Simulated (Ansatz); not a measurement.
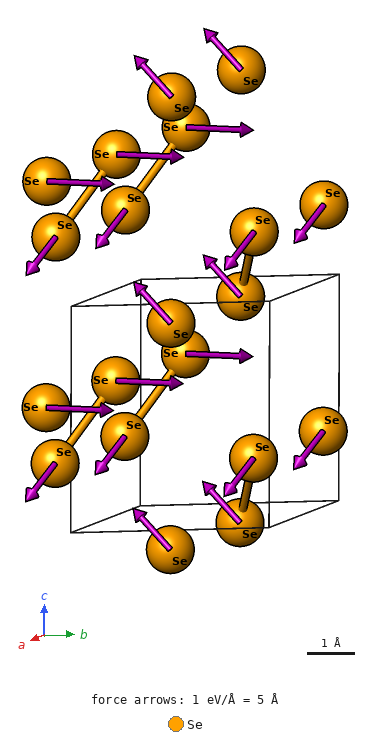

A changed version of a crystal of Se (set up in P3_121), with the computed forces as purple arrows. Besides, the cell is strained by +1.0 % roughly along [3 2 2] and −0.5 % across it (volume 0.0 %). A ball-and-stick model of the cell of the calculation, repeated 2 × 1 × 2 with one cell outlined, seen slightly off an axis.

These are results of DFT, LDA, all-electron PAW with datasets made for the crystal, scalar-relativistic in Ansatz 0.2.0, not measurements. (plane-wave cutoff 200 eV; k-point mesh 6 × 6 × 5; occupations fermi dirac; smearing width 0.03 eV; no spin polarisation)

> Describe the distortion and the response.

The atoms keep their fractional coordinates. No relaxation follows. It costs 1.2 meV per atom. The pressure goes from −1.3 to −1.2 GPa. The principal stresses (compression positive) are −1.3 GPa along b, −2.4 GPa roughly along [3 2 1], none along the third axis. The largest force is 0.3 eV/Å, on a Se atom. Some distances before and after: Se–Se 2.373 → 2.361 to 2.395 Å. The space group (tolerance 0.01 Å) goes from P3_121 (No. 152) to P1 (No. 1).
